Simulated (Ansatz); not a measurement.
# Calculations on InSe

Part 1: Relaxation

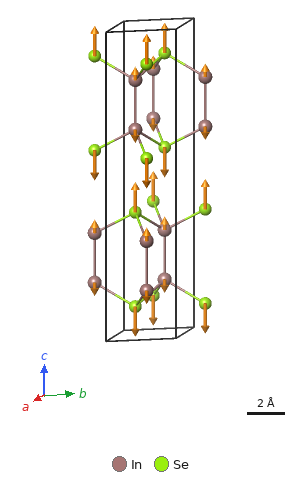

This is a relaxation of solid InSe (set up in P6_3/mmc). The starting structure is drawn; orange arrows show the displacements (the part carried along by the change of the cell is left out), magnified 30 times.

A ball-and-stick model of the cell of the calculation, seen slightly off an axis.

Case: volume × 0.97, shape and atoms relaxed.

The calculation used Ansatz, DFT r2SCAN, scalar-relativistic, plane waves, PAW. Settings: plane-wave cutoff 500 eV; k-point mesh 12 × 12 × 2; occupations gaussian; smearing width 0.02 eV; no spin polarisation; cell relaxed at fixed volume; force threshold 0.01 eV/Å; at most 30 steps.

**Atoms of which element are displaced furthest, and by how much?**

Selenium: up to 0.056 Å, against 0.025 Å for indium.

**What did the optimiser do to the structure, and how much energy did it gain?**

After 2 accepted moves (4 points after the start) the energy has fallen by 3.0 meV per atom. The largest force component goes from 0.25 to 0.0044 eV/Å. Pressure: 1.64 GPa at the start and 0.60 GPa at the end. The line search rejected the trial step at point 1 of the run. At 1 point the geometry stayed and the basis and grid were re-selected for the new cell (energy shift of less than 0.05 meV per atom at most each time). The largest moves relative to the cell, 0.056 Å, are those of Se atoms. By element the largest moves are Se 0.056 Å, In 0.025 Å. The drawn cell changes at constant volume: a = b 4.002 → 4.024 Å (+0.5 %), c 17.247 → 17.061 Å (−1.1 %). Some distances before and after: In–In 2.769 → 2.789 Å, In–Se 2.625 → 2.645 Å. The space group stays P6_3/mmc (No. 194). Cost: 3.5 min on 2 threads of Arm Neoverse V2 (shared host), peak memory 1.3 GiB.

Limits of the set-up: layers or molecules are held without a dispersion correction, so their spacing is unreliable.

Part 2: Relaxation

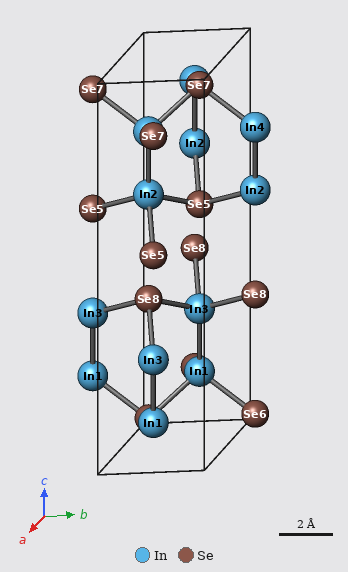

Starting structure of crystalline InSe (set up in P6_3/mmc). A ball-and-stick model of the cell of the calculation, seen from a free direction.

Case: volume × 1.03, shape and atoms relaxed.

Level of theory: Ansatz, DFT r2SCAN, scalar-relativistic, plane waves, PAW.

The input:
```yaml
crystal:
  lattice:
    - [4.0832885474, 0.0, 0.0]
    - [-2.0416442737, 3.536231613, 0.0]
    - [0.0, 0.0, 17.5955461816]
  atoms:
    - { symbol: In, position: [0.3333333333, 0.6666666667, 0.1697242903] }
    - { symbol: In, position: [0.6666666667, 0.3333333333, 0.6697242903] }
    - { symbol: In, position: [0.3333333333, 0.6666666667, 0.3302757097] }
    - { symbol: In, position: [0.6666666667, 0.3333333333, 0.8302757097] }
    - { symbol: Se, position: [0.3333333333, 0.6666666667, 0.597497022] }
    - { symbol: Se, position: [0.6666666667, 0.3333333333, 0.097497022] }
    - { symbol: Se, position: [0.3333333333, 0.6666666667, 0.902502978] }
    - { symbol: Se, position: [0.6666666667, 0.3333333333, 0.402502978] }
basis:
  ecutwfc: 500
kpoints:
  mp_grid: { grid: [12, 12, 2] }
hamiltonian:
  xc: r2scan
scf:
  occupations: { method: gaussian, width: 0.02 }
output:
  forces: true
  stress: true
  eigenvalues: true
relax:
  adjacent_minimum: "off"
  f_tol: 0.01
  max_steps: 30
  cell: { stress_tol: 0.1, fix: [volume] }
```

Command:
```bash
ansatz run input.yaml --threads 2 --pin off --max-ram 5120MiB --backend cpu --events-out ev --progress --plain --runs-dir out
```

Question: Predict the outcome.

Answer: After 2 accepted moves (4 points after the start) the energy has fallen by 23.7 meV per cell of the calculation. Largest force component: 0.21 eV/Å at the start, 0.0054 eV/Å at the end. The pressure goes from −1.35 to −0.33 GPa. The line search rejected the trial step at point 1 of the run. At 1 point the geometry stayed and the basis and grid were re-selected for the new cell (energy shift of less than 0.05 meV per cell of the calculation at most each time). The largest moves relative to the cell, 0.064 Å, are those of Se5, Se6, Se7 and Se8. Se6 goes along +c. By element the largest moves are Se 0.064 Å, In 0.031 Å. The drawn cell changes at constant volume: a = b 4.083 → 4.056 Å (−0.7 %), c 17.596 → 17.837 Å (+1.4 %). Among the contacts that change: In1–In3 2.825 → 2.803 Å, In1–Se6 2.678 → 2.656 Å. The space group stays P6_3/mmc (No. 194). Cost: 3.8 min on 2 threads of Arm Neoverse V2, with other jobs on the host, peak memory 1.3 GiB.

The end point in the same view:

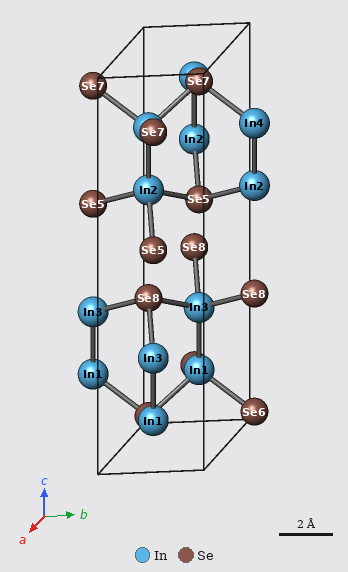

Limits of the set-up: layers or molecules are held without a dispersion correction, so their spacing is unreliable.

Part 3: A change

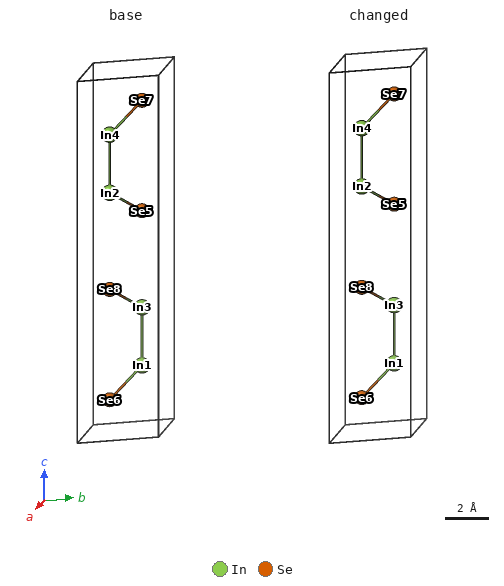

Left: crystalline InSe (set up in P6_3/mmc). Right: the same structure after one change, at the same scale. The picture is a ball-and-stick view of the cell of the calculation, seen slightly off an axis.

Level of theory: DFT r2SCAN, scalar-relativistic, plane waves, PAW (Ansatz). Settings: plane-wave cutoff 500 eV; k-point mesh 12 × 12 × 2; occupations gaussian; smearing width 0.02 eV; no spin polarisation.

Question: What distinguishes the right structure from the left one?

Answer: The volume is changed by +3.0 %. The cell's shape and the atoms are relaxed at that volume.

Question: And its effect?

Answer: The energy changes by less than 1 meV per atom. Pressure: 0.0 GPa before, −0.3 GPa after. Cell: a = b 4.043 → 4.056 Å (+0.3 %), c 17.423 → 17.837 Å (+2.4 %). Volume +3.0 %. The largest moves relative to the cell, 0.064 Å, are those of Se5, Se6, Se7 and Se8. Se7 goes along −c. Largest moves by element: Se 0.064 Å, In 0.031 Å. Some distances before and after: In–In 2.797 → 2.803 Å, In–Se 2.652 → 2.656 Å. The space group stays P6_3/mmc (No. 194).

Limits of the set-up: layers or molecules are held without a dispersion correction, so their spacing is unreliable.
